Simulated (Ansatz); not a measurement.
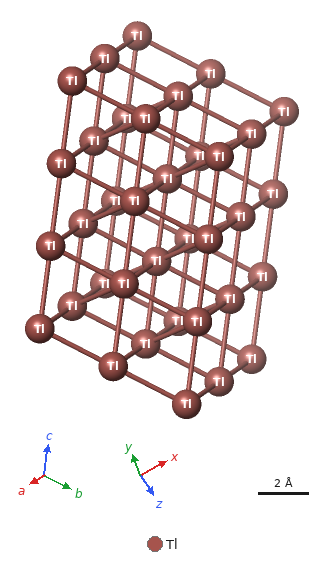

A scan of a crystal of Tl (Im-3m): the cell is strained in shear in the xz plane, with the atoms kept at their fractional coordinates. x, y and z are the Cartesian axes of the input. The picture shows the reference cell. The picture is a ball-and-stick view of the cell of the calculation, repeated 2 × 2 × 3 with one cell outlined, seen slightly off an axis.

All numbers below come from Ansatz 0.2.0, DFT PBEsol, scalar-relativistic, plane waves, PAW. (plane-wave cutoff 420 eV; k-point mesh 18 × 18 × 18; occupations gaussian; smearing width 0.15 eV; no spin polarisation). Energies (free energies at the smearing named) are counted from the cell as listed in its source, which wasn't relaxed.

```xyz
1
Lattice="-1.9410 1.9410 1.9410 1.9410 -1.9410 1.9410 1.9410 1.9410 -1.9410" Properties=species:S:1:pos:R:3 pbc="T T T"
Tl    0.0000    0.0000    0.0000
```

Q: Give the energy at each point (the strain: −0.040, −0.020, 0.000, 0.010, 0.030).

A:
| engineering shear strain | E − E(ref) (meV/atom) |
| --- | --- |
| −0.040 | 2.23 |
| −0.020 | 0.59 |
| 0.000 | 0.00 |
| 0.010 | 0.15 |
| 0.030 | 1.29 |

Of the computed points the lowest is at the strain 0.00, 0.00 meV/atom. The unrelaxed reference is under a pressure of −0.8 GPa. The distortion takes the space group from Im-3m to Fmmm. At the strain −0.04 the cell of the drawing goes a 3.362 → 3.407 Å, b 3.362 → 3.317 Å, c 3.362 → 3.407 Å, β 109.5° → 110.5°.
